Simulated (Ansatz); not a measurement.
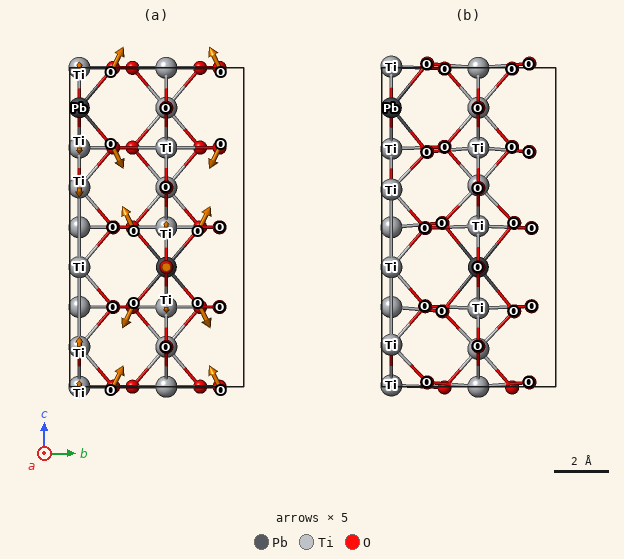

The structure of a defect cell of composition Ti₇PbO₁₆ before (left) and after (right) a relaxation, at one scale. The orange arrows give the displacements, 5 times their true length.

The picture is a ball-and-stick view of the conventional cell (2 times the calculation's cell) (origin shifted), seen along the a axis. Lengths and directions refer to the drawn axes.

Case: Pb on a Ti site (b), charge +0, atoms relaxed at the host's cell.

Theory: DFT PBE+U, scalar-relativistic, plane waves, PAW in Ansatz. Set-up: plane-wave cutoff 420 eV; k-point mesh 2 × 2 × 2; occupations gaussian; smearing width 0.01 eV; U Ti 4.0 eV; no spin polarisation; atoms relaxed in a fixed cell; force threshold 0.025 eV/Å; at most 45 steps.

Describe what moved and what it gained.

Answer. The largest moves, 0.18 Å, are those of O atoms. By element the largest moves are O 0.18 Å, Ti 0.08 Å. Pb stays in place. The lattice vectors keep their values. Some distances before and after: O–Pb 1.971 → 2.146 Å, Ti–Ti 3.006 → 3.102 Å, O–Pb 2.006 → 2.091 Å, Ti–Ti 3.006 → 2.928 Å. Among the angles between lasting bonds that change: Ti–O–Ti 130.3° → 138.4°, Pb–O–Ti 130.3° → 124.3°, Ti–O–Ti 99.4° → 105.0°. After 5 geometry steps the energy has fallen by 1.687 eV per cell of the calculation. Largest force component: 3.3 eV/Å at the start, 0.0018 eV/Å at the end.

Limits of the set-up: the periodic images lie only 6.6 Å apart, so the values are limited by the cell's size.
